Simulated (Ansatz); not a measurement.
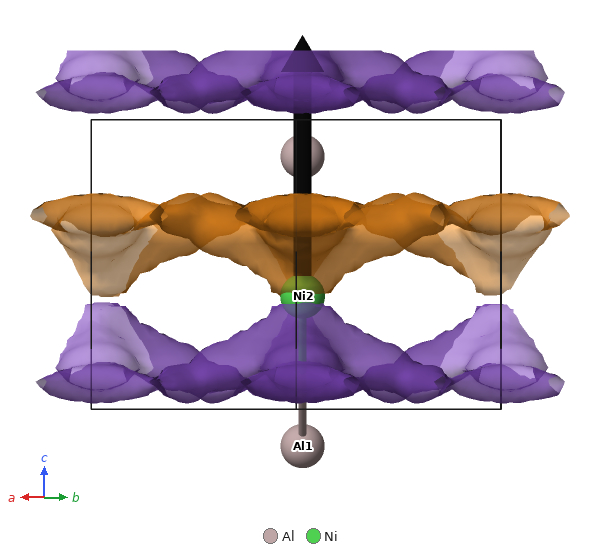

The picture shows: AlNi. Ni2 was moved by 0.05 Å along [0 0 1] in the axes of the cell drawn (arrow, not to scale). Change of the density less the rigid motion of the neutral atom's own density: orange surfaces at +0.004 and purple ones at −0.004 e/Å³, in the cell of the calculation (origin moved) seen along [110].

Space group Pm-3m; the calculation finds a residual pressure of about 2 GPa at this fixed cell; spin-polarised.

Theory: Ansatz 0.2.0, DFT PBE, scalar-relativistic, plane waves, PAW.

Core electrons are frozen (PAW), so the fields are smoothed inside the atomic spheres.

**Describe the electronic response.**

About 0.03 e is rearranged in the cell. Outside the cores the largest gain, 0.006 e/Å³, lies 1.0 Å from a nickel nucleus and 1.5 Å from an aluminium one, and the largest loss, 0.006 e/Å³, lies 1.1 Å from a nickel nucleus and 1.5 Å from an aluminium one.

**How much does the computed force on the atom change?**

The force on it changes by 0.30 eV/Å along the move, against it: a stiffness of about 5.9 eV/Å² for this sublattice shift.
